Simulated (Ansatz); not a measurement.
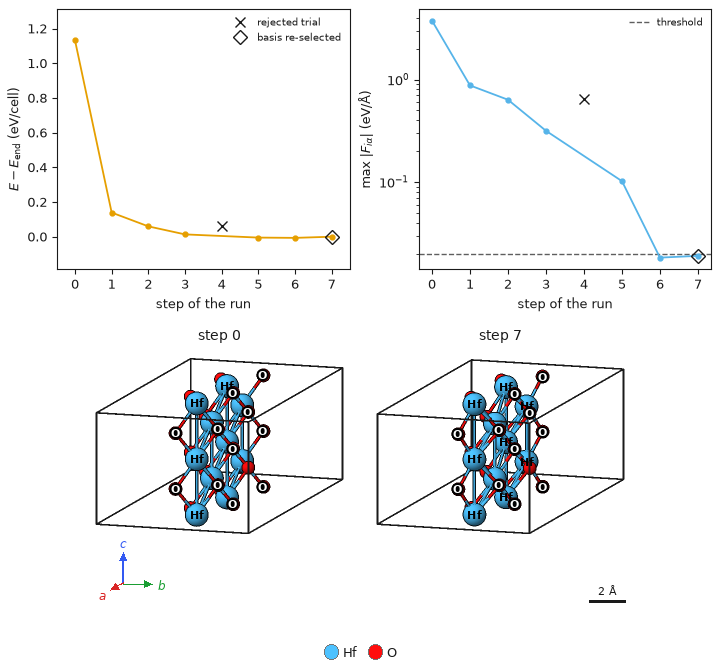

First and last geometry of a relaxation of a wire of composition HfO2, with the history of the run. The picture is a ball-and-stick view of the 2 repeat of the cell, with the vacuum cut short, seen slightly off an axis.

Case: zigzag ribbon, 4 formula units a period, edge spins opposed.

These are results of DFT PBEsol, scalar-relativistic, plane waves, PAW (Ansatz 0.2.0), not measurements. Set-up: plane-wave cutoff 420 eV; k-point mesh 1 × 1 × 17; occupations gaussian; smearing width 0.05 eV; collinear spin; cell relaxed at fixed a, b, alpha, beta, gamma; force threshold 0.02 eV/Å; at most 45 steps.

**Did the run converge, and what did it change?**

It converged. The largest moves relative to the layer's centre, 0.21 Å, are those of Hf atoms. Largest moves by element: Hf 0.21 Å, O 0.11 Å. Along the periodic axis the drawn cell goes c 6.438 → 6.370 Å (−1.0 %). Some distances before and after: Hf–O 2.094 → 1.967 Å, Hf–O 2.094 → 1.990 Å, Hf–O 2.094 → 2.187 Å, Hf–O 2.094 → 2.019 Å. Bond angles that change, for instance: Hf–O–Hf 100.4° → 108.1°, Hf–O–Hf 100.4° → 93.5°, Hf–O–Hf 100.4° → 95.8°. Over 5 accepted moves (7 points after the start) the energy falls by 1.132 eV per cell of the calculation. Largest force component: 3.8 eV/Å at the start, 0.019 eV/Å at the end. The line search rejected the trial step at point 4 of the run. The SCF was repeated once at an unchanged geometry on a basis and grid sized afresh for the cell, which shifted the energy by 6.7 meV per cell of the calculation at most. The program noted that the starting moments weren't kept. The run took 7.7 min on 4 threads of Arm Neoverse V2 (shared host), peak memory 2.2 GiB.
